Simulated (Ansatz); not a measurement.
**Geometry relaxation of Pb (part 2 of 2)**

The same run, continued: Pb (P6₃/mmc, 2 atoms in the cell); DFT, PBE, all-electron LAPW, non-relativistic, no spin polarisation (Ansatz 0.2.0); 13×13×7 k-mesh, Fermi–Dirac smearing of 0.05 eV. It belongs to a series of runs on one base structure; here: hcp relaxed, LAPW.

Geometry of the input (Å; fractional positions):
```
3.5150  0.0000  0.0000
-1.7575  3.0441  0.0000
0.0000  0.0000  5.9674
Pb 0.3333  0.6667  0.2500
Pb 0.6667  0.3333  0.7500
```

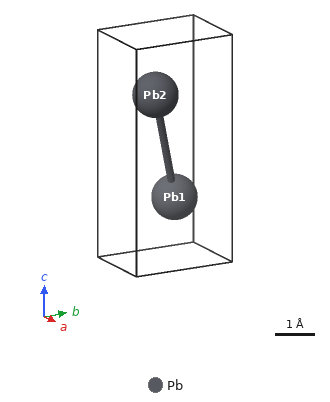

*The geometry at step 4 of the log (ball-and-stick view of the cell of the calculation, seen slightly off an axis; atoms are numbered from 1 in the order of the input).*

Log, continued
```
Crystal: 2 atoms, lattice volume = 65.539 Å³
Basis set: ecut = 174.6624977966763 eV, 337 PW (Γ), exchange–correlation at level 2
iter 1 solved again at ethr=4.60e-6 eV; its pass at ethr=1.00e-1 eV (dr2=3.31e-3 eV) is discarded
SCF iter   1: F=—  HF=-1062759.702785 eV  |F-HF|=—  |Δ(HF+E_count)|=         —  Δρ=1.63e-3  dr2=3.19e-3  ethr=4.60e-6  ⟨swp⟩=4.2  Hψ=19748  notcnv=0
preconditioner: auto → LDOS  [metal: Δε(μ)=0.004 eV  Ē_g=21.331 eV  σ=0.050 eV  W_gap=0.02  n_scr=22 (ndim 8)  ℏωp=24.3 eV  f_vac=0.015  D(μ)=1.36/eV (n_scr^D=2)  β→1.0]
iter 2 solved again at ethr=1.02e-7 eV; its pass at ethr=4.44e-6 eV (dr2=7.34e-5 eV) is discarded
SCF iter   2: F=—  HF=-1062759.701666 eV  |F-HF|=—  |Δ(HF+E_count)|=   1.12e-3  Δρ=4.54e-4  dr2=7.35e-5  ethr=1.02e-7  ⟨swp⟩=2.0  Hψ=18474  notcnv=0
SCF iter   3: F=—  HF=-1062759.701699 eV  |F-HF|=—  |Δ(HF+E_count)|=   3.35e-5  Δρ=8.97e-5  dr2=5.21e-6  ethr=1.02e-7  ⟨swp⟩=3.0  Hψ=11214  notcnv=0
SCF iter   4: F=—  HF=-1062759.701702 eV  |F-HF|=—  |Δ(HF+E_count)|=   3.23e-6  Δρ=1.25e-5  dr2=6.80e-8  ethr=7.24e-9  ⟨swp⟩=2.5  Hψ=10922  notcnv=0
SCF iter   5: F=-1062759.701702 eV  HF=-1062759.701702 eV  |F-HF|=4.94e-8  |Δ(HF+E_count)|=   6.74e-7  Δρ=6.30e-6  dr2=1.44e-8  ethr=9.44e-11  ⟨swp⟩=3.0  Hψ=11188  notcnv=0
SCF 7 converged in 5 iterations: F = -1062759.701702 eV  dr2 = 1.44e-8
relax step   7: F+E_penalty+E_count = -1062759.70170154 eV  Δ(F+E_penalty+E_count) = -2.268e-3 eV  max|allowed force component| = 1.850e-17 eV/Å  Δτ_max = 0.0000 Å  P = -0.069 GPa  Ω = 65.539 Å³  (5 SCF iters, accepted)
Crystal: 2 atoms, lattice volume = 65.449 Å³
Basis set: ecut = 174.8230656652848 eV, 337 PW (Γ), exchange–correlation at level 2
iter 1 solved again at ethr=1.56e-8 eV; its pass at ethr=1.00e-1 eV (dr2=1.12e-5 eV) is discarded
SCF iter   1: F=—  HF=-1062759.701955 eV  |F-HF|=—  |Δ(HF+E_count)|=         —  Δρ=1.84e-4  dr2=3.98e-5  ethr=1.56e-8  ⟨swp⟩=5.8  Hψ=20931  notcnv=0
eigensolver tolerance schedule calibrated: the retry pair's looser diagonalisation under-reported the residual by θ = 0.72 (0.11/decade); ethr = c·dr2/N_el runs at the constant in force after the calibration composes with the one it found (an armed cap, an earlier calibration), c = 9.0e-2
preconditioner: auto → LDOS  [metal: Δε(μ)=0.004 eV  Ē_g=21.348 eV  σ=0.050 eV  W_gap=0.02  n_scr=22 (ndim 8)  ℏωp=24.3 eV  f_vac=0.015  D(μ)=1.38/eV (n_scr^D=2)  β→1.0]
iter 2 solved again at ethr=1.05e-9 eV; its pass at ethr=1.56e-8 eV (dr2=8.38e-7 eV) is discarded
SCF iter   2: F=—  HF=-1062759.701942 eV  |F-HF|=—  |Δ(HF+E_count)|=   1.31e-5  Δρ=5.00e-5  dr2=8.37e-7  ethr=1.05e-9  ⟨swp⟩=2.0  Hψ=18707  notcnv=0
SCF iter   3: F=-1062759.701943 eV  HF=-1062759.701943 eV  |F-HF|=1.23e-8  |Δ(HF+E_count)|=   4.61e-7  Δρ=1.02e-5  dr2=6.86e-8  ethr=1.04e-9  ⟨swp⟩=3.0  Hψ=11212  notcnv=0
SCF 8 converged in 3 iterations: F = -1062759.701943 eV  dr2 = 6.86e-8
relax step   8: F+E_penalty+E_count = -1062759.70194270 eV  Δ(F+E_penalty+E_count) = -2.412e-4 eV  max|allowed force component| = 2.776e-17 eV/Å  Δτ_max = 0.0000 Å  P = +0.001 GPa  Ω = 65.449 Å³  (3 SCF iters, accepted)
Basis set: ecut = 174.8230656652848 eV, 325 PW (Γ), exchange–correlation at level 2
iter 1 solved again at ethr=1.34e-10 eV; its pass at ethr=1.00e-1 eV (dr2=9.61e-8 eV) is discarded
SCF iter   1: F=—  HF=-1062759.701958 eV  |F-HF|=—  |Δ(HF+E_count)|=         —  Δρ=9.68e-6  dr2=6.94e-8  ethr=1.34e-10  ⟨swp⟩=9.1  Hψ=30589  notcnv=0  reapply=62
preconditioner: auto → LDOS  [metal: Δε(μ)=0.009 eV  Ē_g=21.344 eV  σ=0.050 eV  W_gap=0.05  n_scr=22 (ndim 8)  ℏωp=24.3 eV  f_vac=0.015  D(μ)=1.38/eV (n_scr^D=2)  β→1.0]
iter 2 solved again at ethr=3.05e-12 eV; its pass at ethr=9.63e-11 eV (dr2=2.19e-9 eV) is discarded
SCF iter   2: F=-1062759.701958 eV  HF=-1062759.701958 eV  |F-HF|=5.17e-8  |Δ(HF+E_count)|=   5.01e-8  Δρ=2.61e-6  dr2=2.20e-9  ethr=3.05e-12  ⟨swp⟩=2.0  Hψ=18355  notcnv=0
SCF 9 converged in 2 iterations: F = -1062759.701958 eV  dr2 = 2.20e-9
relax step   9: F+E_penalty+E_count = -1062759.70195766 eV  Δ(F+E_penalty+E_count) = -1.496e-5 eV  max|allowed force component| = 1.735e-17 eV/Å  Δτ_max = 0.0000 Å  P = +0.001 GPa  Ω = 65.449 Å³  stress off target by 2.44e-2 GPa  SCF on the basis re-selected at this cell (its energy is not comparable with the rows above)  (2 SCF iters)
basis re-selected at this cell: Δ(F+E_penalty+E_count) = -1.496e-5 eV, ΔP = -0.000 GPa vs the last step (what re-selecting the basis moved, after the strain that the cell walked since its last selection, with what the two solves' SCF thresholds leave and, on support functions, any second-order correction that the steps lacked; it is no measure of the basis error at this ecutwfc). This SCF's stress stands 2.44e-2 GPa from its target on what of the cell is left free (relax.cell.stress_tol is 5.00e-2 GPa) and its largest allowed force component is 1.73e-17 eV/Å (relax.f_tol is 5.00e-3 eV/Å): within both
SCF converged after 2 iterations
Free energy (F): -1062759.701958 eV
Harris-Foulkes:  -1062759.701958 eV  (|F-HF|=5.17e-8)
Internal energy: -1062759.691029 eV  (E = F + TS)
E sigma→0 (E₀):  -1062759.696493 eV
Entropy (-TS):   -0.010929 eV (-5.464 meV/atom)
Fermi energy:    15.245113 eV
--- Per-component energies (eV) ---
  E_band       = -4820.871301
  E_kinetic    = 1062510.577785
  E_xc         = -19753.041984
  E_electrostatic = -2105517.226830  (all electrons and nuclei)
  E_smearing   = -0.010929  (= −TS)
  E_closure    = -0.000000  (closes the sum)
  E_atoms      = -1062752.455161  (free atoms, spherical and without spin; not in F)
  Σ components = -1062759.701958   (vs F -1062759.701958, Δ=0.00e0)
  Basis errors (estimates in eV, not in F): energy 1.1e-4 per atom: plane waves 1.1e-4 (5.8e-5 summed), levels above the bands 3.0e-88, relativity 0.0e0, radial functions 8.6e-7, core shells 1.6e-9; eigenvalues (radial functions only) 6.5e-6; not estimated: angular momenta, meshes, grids; target (lapw.basis_error) 5.0e-4; muffin-tin radii Pb 1.719 Å
--- Forces (eV/Å), atoms counted from 1 ---
  atom   1  Pb    -0.00000000     0.00000000     0.00000000
  atom   2  Pb     0.00000000    -0.00000000    -0.00000000
  max |Σ_I F_I| component: 2.31e-18 eV/Å
--- Stress (GPa, compression-positive) ---
        0.013136      -0.000000       0.000000
       -0.000000       0.013136      -0.000000
        0.000000      -0.000000      -0.024410
  P = ⅓ Tr σ = 0.0006 GPa (0.006 kbar)
--- Band table (eV; the first three rows and the last of 84) ---
  k-point 0: bands = ["-132.3061", "-132.3061", "-132.3061", "-132.3061", "-132.3045", "-132.3045", "-132.3045", "-132.3045", "-132.3035", "-132.3035", "-132.3035", "-132.3035", "-132.3031", "-132.3031", "-94.9590", "-94.9587", "-60.5070", "-60.5070", "-60.5066", "-60.5062", "-60.5062", "-60.5024", "-5.0725", "-5.0687", "-5.0602", "-5.0602", "-5.0480", "-5.0480", "-5.0325", "-5.0325", "-4.9137", "-4.9137", "5.3648", "9.7075", "10.9921", "20.0729", "20.0729", "21.8383", "21.8383", "22.7972", "23.3846", "23.3887", "25.5471", "25.8460"]
  k-point 1: bands = ["-132.3061", "-132.3061", "-132.3061", "-132.3061", "-132.3045", "-132.3045", "-132.3045", "-132.3045", "-132.3035", "-132.3035", "-132.3035", "-132.3035", "-132.3031", "-132.3031", "-94.9590", "-94.9587", "-60.5070", "-60.5070", "-60.5064", "-60.5063", "-60.5063", "-60.5026", "-5.0720", "-5.0685", "-5.0681", "-5.0681", "-5.0513", "-5.0513", "-5.0181", "-5.0181", "-4.9169", "-4.9169", "5.4629", "8.8888", "12.0079", "20.1560", "20.1560", "21.6530", "21.7678", "21.7678", "23.3956", "23.4893", "25.2396", "25.4819"]
  k-point 2: bands = ["-132.3061", "-132.3061", "-132.3061", "-132.3061", "-132.3045", "-132.3045", "-132.3045", "-132.3045", "-132.3035", "-132.3035", "-132.3035", "-132.3035", "-132.3031", "-132.3031", "-94.9589", "-94.9587", "-60.5069", "-60.5069", "-60.5064", "-60.5064", "-60.5058", "-60.5032", "-5.0755", "-5.0755", "-5.0706", "-5.0682", "-5.0597", "-5.0597", "-4.9926", "-4.9926", "-4.9267", "-4.9267", "5.7582", "7.8361", "13.6485", "19.6283", "20.3956", "20.3956", "21.5421", "21.5421", "23.4168", "23.5110", "25.0656", "25.0656"]
  k-point 83: bands = ["-132.3061", "-132.3061", "-132.3061", "-132.3061", "-132.3045", "-132.3045", "-132.3045", "-132.3045", "-132.3035", "-132.3035", "-132.3035", "-132.3035", "-132.3031", "-132.3031", "-94.9586", "-94.9586", "-60.5088", "-60.5087", "-60.5084", "-60.5081", "-60.5040", "-60.5039", "-5.0914", "-5.0909", "-5.0450", "-5.0064", "-4.9997", "-4.9954", "-4.9723", "-4.9721", "-4.9115", "-4.9060", "10.5261", "10.8963", "12.3735", "12.7044", "13.3621", "13.9852", "19.4319", "19.8761", "22.5667", "23.6102", "24.1588", "24.4420"]
--- Relaxed structure (8 steps of the walk, 7 accepted, 1 SCFs on fresh bases) ---
  F+E_penalty+E_count = -1062759.70195766 eV   max|allowed force component| = 1.735e-17 eV/Å   (the final SCF, on the basis selected at the relaxed cell)
  cell:  # Å, volume = 65.4491 Å³
    - [3.620266379841648, 2.9731709486717694e-11, 0.0]
    - [-1.8101331899465722, 3.135242653394725, 0.0]
    - [0.0, 0.0, 5.766228198835893]
  atoms:
    - { symbol: Pb, position: [0.3333333333333333, 0.6666666666666665, 0.25000000000000006] }
    - { symbol: Pb, position: [0.6666666666666665, 0.33333333333333326, 0.7500000000000001] }
--- Löwdin populations: 2 sites ---
  site symbol       q [e]
     0     Pb     81.9660
     1     Pb     81.9660
  spilling = 0.000415 (of n_electrons = 164.000000)
```

File populations.tsv
```
# site	symbol	l	j	q
# orbitals = lowdin
# n_electrons = 164.000000
# spilling = 0.000415
# projection_atom_Pb: 1s2 2s2 2p6 3s2 3p6 3d10 4s2 4p6 4d10 4f14 5s2 5p6 5d10 6s2 6p2
0	Pb	0_1S	-	2.000000
0	Pb	0_2S	-	1.999995
0	Pb	0_3S	-	1.999946
0	Pb	0_4S	-	1.999490
0	Pb	0_5S	-	1.993878
0	Pb	0_6S	-	1.688821
0	Pb	1_2P	-	6.000000
0	Pb	1_3P	-	5.999999
0	Pb	1_4P	-	5.999957
0	Pb	1_5P	-	5.996395
0	Pb	1_6P	-	2.292949
0	Pb	2_3D	-	10.000000
0	Pb	2_4D	-	9.999999
0	Pb	2_5D	-	9.994572
0	Pb	3_4F	-	14.000000
1	Pb	0_1S	-	2.000000
1	Pb	0_2S	-	1.999995
1	Pb	0_3S	-	1.999946
1	Pb	0_4S	-	1.999490
1	Pb	0_5S	-	1.993878
1	Pb	0_6S	-	1.688821
1	Pb	1_2P	-	6.000000
1	Pb	1_3P	-	5.999999
1	Pb	1_4P	-	5.999957
1	Pb	1_5P	-	5.996395
1	Pb	1_6P	-	2.292949
1	Pb	2_3D	-	10.000000
1	Pb	2_4D	-	9.999999
1	Pb	2_5D	-	9.994572
1	Pb	3_4F	-	14.000000
```

Trajectory as extended XYZ (Å, eV, eV/Å), 9 frames, from step=1 to step=9
```
2
Lattice="3.5150 0.0000 0.0000 -1.7575 3.0441 0.0000 0.0000 0.0000 5.9674" Properties=species:S:1:pos:R:3:forces:R:3 step=1 energy=-1062759.68761 pressure_GPa=1.14
Pb    0.0000    2.0294    1.4919    0.0000   0.0000   0.0000
Pb    1.7575    1.0147    4.4756    0.0000   0.0000   0.0000
2
Lattice="3.5577 0.0000 0.0000 -1.7789 3.0811 0.0000 0.0000 0.0000 5.9946" Properties=species:S:1:pos:R:3:forces:R:3 step=2 energy=-1062759.69420 pressure_GPa=-0.14
Pb    0.0000    2.0541    1.4987    0.0000   0.0000   0.0000
Pb    1.7789    1.0270    4.4960    0.0000   0.0000   0.0000
2
Lattice="3.5610 0.0000 0.0000 -1.7805 3.0839 0.0000 0.0000 0.0000 5.9712" Properties=species:S:1:pos:R:3:forces:R:3 step=3 energy=-1062759.69491 pressure_GPa=-0.07
Pb    0.0000    2.0560    1.4928    0.0000   0.0000   0.0000
Pb    1.7805    1.0280    4.4784    0.0000   0.0000   0.0000
2
Lattice="3.5799 0.0000 0.0000 -1.7899 3.1003 0.0000 0.0000 0.0000 5.9269" Properties=species:S:1:pos:R:3:forces:R:3 step=4 energy=-1062759.69684 pressure_GPa=-0.21
Pb    0.0000    2.0668    1.4817    0.0000   0.0000   0.0000
Pb    1.7899    1.0334    4.4452    0.0000   0.0000   0.0000
2
Lattice="3.6019 0.0000 0.0000 -1.8009 3.1193 0.0000 0.0000 0.0000 5.8673" Properties=species:S:1:pos:R:3:forces:R:3 step=5 energy=-1062759.69943 pressure_GPa=-0.32
Pb    0.0000    2.0795    1.4668    0.0000   0.0000   0.0000
Pb    1.8009    1.0398    4.4005    0.0000   0.0000   0.0000
2
Lattice="3.6803 0.0000 0.0000 -1.8401 3.1872 0.0000 0.0000 0.0000 5.5763" Properties=species:S:1:pos:R:3:forces:R:3 step=6 energy=-1062759.69014 pressure_GPa=0.11 accepted=F
Pb    0.0000    2.1248    1.3941    0.0000   0.0000   0.0000
Pb    1.8401    1.0624    4.1822    0.0000   0.0000   0.0000
2
Lattice="3.6134 0.0000 0.0000 -1.8067 3.1293 0.0000 0.0000 0.0000 5.7961" Properties=species:S:1:pos:R:3:forces:R:3 step=7 energy=-1062759.70170 pressure_GPa=-0.07
Pb    0.0000    2.0862    1.4490    0.0000   0.0000   0.0000
Pb    1.8067    1.0431    4.3470    0.0000   0.0000   0.0000
2
Lattice="3.6203 0.0000 0.0000 -1.8101 3.1352 0.0000 0.0000 0.0000 5.7662" Properties=species:S:1:pos:R:3:forces:R:3 step=8 energy=-1062759.70194 pressure_GPa=0.00
Pb    0.0000    2.0902    1.4416    0.0000   0.0000   0.0000
Pb    1.8101    1.0451    4.3247    0.0000   0.0000   0.0000
2
Lattice="3.6203 0.0000 0.0000 -1.8101 3.1352 0.0000 0.0000 0.0000 5.7662" Properties=species:S:1:pos:R:3:forces:R:3 step=9 energy=-1062759.70196 pressure_GPa=0.00
Pb    0.0000    2.0902    1.4416    0.0000   0.0000   0.0000
Pb    1.8101    1.0451    4.3247    0.0000   0.0000   0.0000
```

Key numbers

- outcome: converged
- space group (tolerance 0.01 Å): P6₃/mmc (194)
- electrons in bands (core shells apart): 72
- free energy: −1062759.7020 eV
- Fermi energy: 15.245 eV
- pressure: 0.00 GPa
- final volume: 65.45 Å³
- largest force (length of the vector) at the end: under 0.001 eV/Å
- final cell: a = 3.620 Å, b = 3.620 Å, c = 5.766 Å, α = 90.00°, β = 90.00°, γ = 120.00°
- hardware: 1 thread of Arm Neoverse V2, 24 GiB of memory available, shared host
- wall time: 3.2 min
- peak memory: 0.48 GiB

Notes

Spin–orbit coupling is left out, which matters for Pb.
